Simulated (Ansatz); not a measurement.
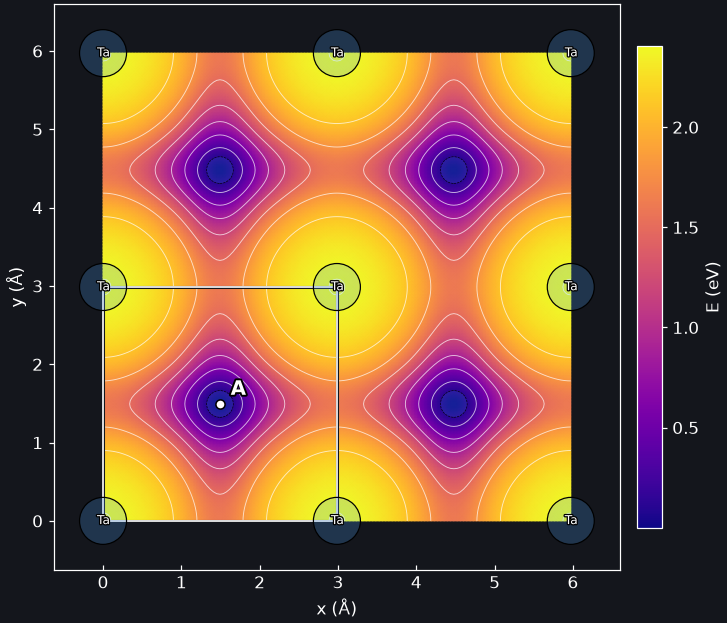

Si on a Ta(100) slab cut from the Fm-3m phase, its upper half relaxed before the scan (12 atoms of substrate and one adsorbate in a 2 × 2 cell). Si is moved over the surface cell; relaxed at each place: the height of the adsorbate's atoms; substrate rigid; the origin of the map has the adsorbate above Ta9. Places are given modulo a cell vector. The map is drawn in real space over the plane of the surface. Grid: 6 × 6 points; 10 points were computed and 26 follow by symmetry. Places are given in fractions of the 1 × 1 surface cell. Energies: eV, counted from the lowest grid point. These are results of DFT PBE, scalar-relativistic, plane waves, PAW (Ansatz), not measurements. Settings: cutoff 420 eV, k-mesh 5×5×1, gaussian smearing 0.1 eV, no spin polarisation.

Drawn: a smooth colour map with a few white contour lines, labelled circles for the atoms of the top layer and small ones for the second layer, the outline of one cell of the 2 × 2 shown, the point A. Between grid points the surface is interpolated.

> Find the lowest pass out of the well at A.

The easiest path leads from the well at a fourfold hollow over a second-layer Ta atom, (3/6, 3/6) of the cell vectors to its copy one period on. Its highest point lies about 1.6 eV above the bottom of the first well on the interpolated surface, at a bridge site between two Ta atoms, (0/6, 3/6) of the cell vectors. This is the barrier on the constrained surface; relaxing the other coordinates would change it.

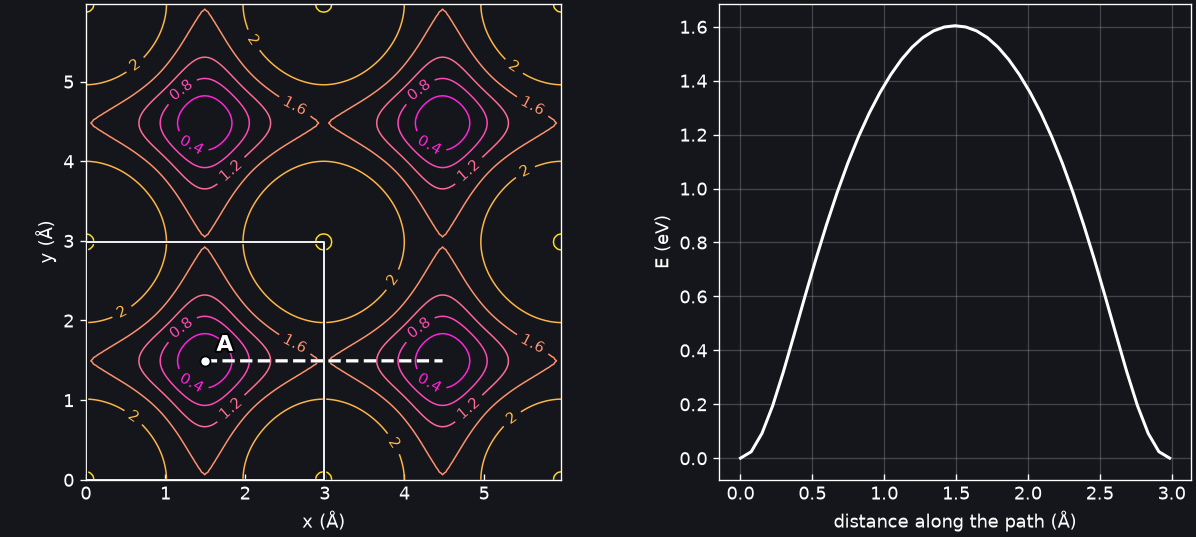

Drawn: contour lines labelled in eV, a line along the lowest path, the outline of one cell of the 2 × 2 shown, the energy along the path at the right. Between grid points the surface is interpolated.

PAW datasets: the set soft_1.
